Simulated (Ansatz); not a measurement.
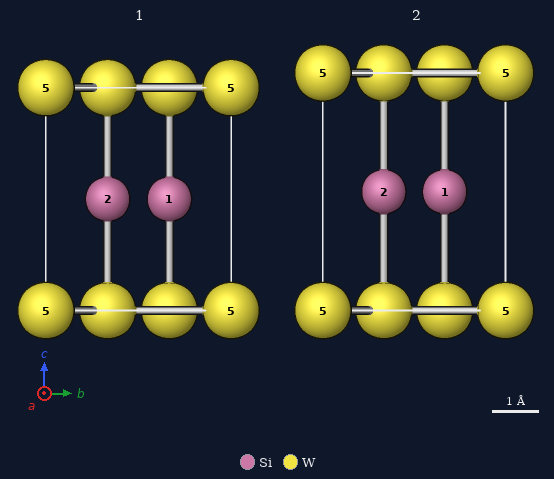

Two geometries of crystalline Si2W3 (a generated structure, set up in P6/mmm) (coarse preliminary run), drawn at one scale. One is the start of a relaxation, the other its converged end. A ball-and-stick model of the cell of the calculation, seen along the a axis.

Level of theory: DFT PBE, scalar-relativistic, plane waves, PAW in Ansatz 0.2.0. (plane-wave cutoff 420 eV; k-point mesh 6 × 6 × 4; occupations gaussian; smearing width 0.1 eV; no spin polarisation; cell and atoms relaxed; force threshold 0.04 eV/Å; at most 70 steps)

### Which geometry has the lower energy?

Structure 1 is the relaxed one. After 2 accepted moves (4 points after the start) the energy has fallen by 76.6 meV per atom. All forces vanish by symmetry, so only the cell relaxes. Pressure: −3.51 GPa at the start and 0.11 GPa at the end. The line search rejected the trial step at point 2 of the run. The SCF was repeated once at an unchanged geometry on a basis and grid sized afresh for the cell, which shifted the energy by 0.1 meV per atom at most. No atom moves by more than 0.005 Å relative to the cell. Cell: a = b 4.663 → 4.729 Å (+1.4 %), c 5.253 → 4.928 Å (−6.2 %). Volume −3.5 %. Among the contacts that change: Si–W 2.626 → 2.464 Å, W–W 2.692 → 2.730 Å. The space group stays P6/mmm (No. 191). Cost: 20 s on 1 thread of Intel(R) Xeon(R) Platinum 8259CL CPU @ 2.50GHz (Skylake/Cascade Lake), with other jobs on the host, peak memory 0.44 GiB.
